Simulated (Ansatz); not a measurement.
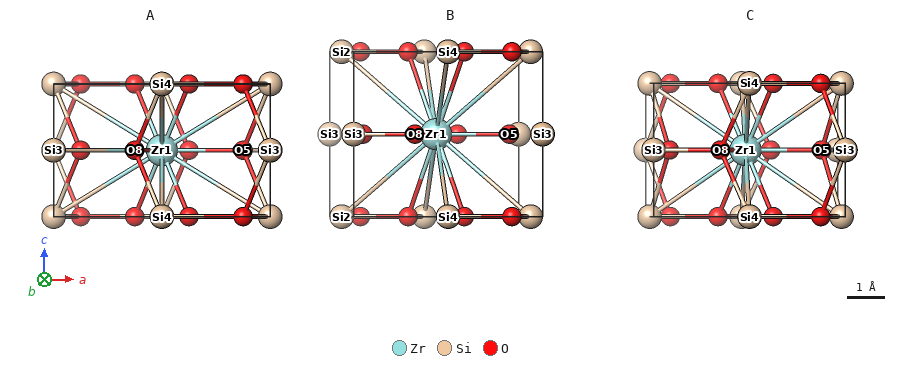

3 geometries from one relaxation of a crystal of ZrSi3O8 (a generated structure, set up in Cmmm) (coarse preliminary run), in shuffled order. A ball-and-stick model of the cell of the calculation, seen along the b axis.

Method: Ansatz, DFT PBE, scalar-relativistic, plane waves, PAW. Set-up: plane-wave cutoff 420 eV; k-point mesh 4 × 4 × 6; occupations gaussian; smearing width 0.1 eV; no spin polarisation; cell and atoms relaxed; force threshold 0.04 eV/Å; at most 70 steps.

**Put them in the order of the run, from the start to the converged end.**

A, C, B. They are steps 0, 10, 26, at +524 meV per atom, +115 meV per atom relative to the last. The largest moves relative to the cell, 0.20 Å, are those of O atoms. Si and Zr stay in place. Cell: a = b 6.283 → 5.749 Å (−8.5 %), c 3.627 → 4.509 Å (+24.3 %), γ 109.5° → 122.5°. Volume −6.9 %. Among the contacts that change: Si–Zr 3.627 → 2.766 Å, Si–Si 3.627 → 2.766 Å, O–Si 2.221 → 1.708 Å, O–Si 2.221 → 1.747 Å. New bonds form: O–Si (2.22 → 1.71 Å). Bond angles that change, for instance: Zr–O–Zr 109.5° → 118.9°, Si–O–Si 109.5° → 104.7°. The space group stays Cmmm (No. 65). After 22 accepted moves (26 points after the start) the energy has fallen by 524 meV per atom. The largest force component goes from 1.5 to 0.01 eV/Å. Pressure: −30.86 GPa at the start and 0.09 GPa at the end. The line search rejected the trial step at point 14 of the run. At 3 points the geometry stayed and the basis and grid were re-selected for the new cell (energy shift of 19.2 meV per atom at most each time). The run took 5.4 min on 1 thread of Arm Neoverse V2, with other jobs on the host, peak memory 0.47 GiB.
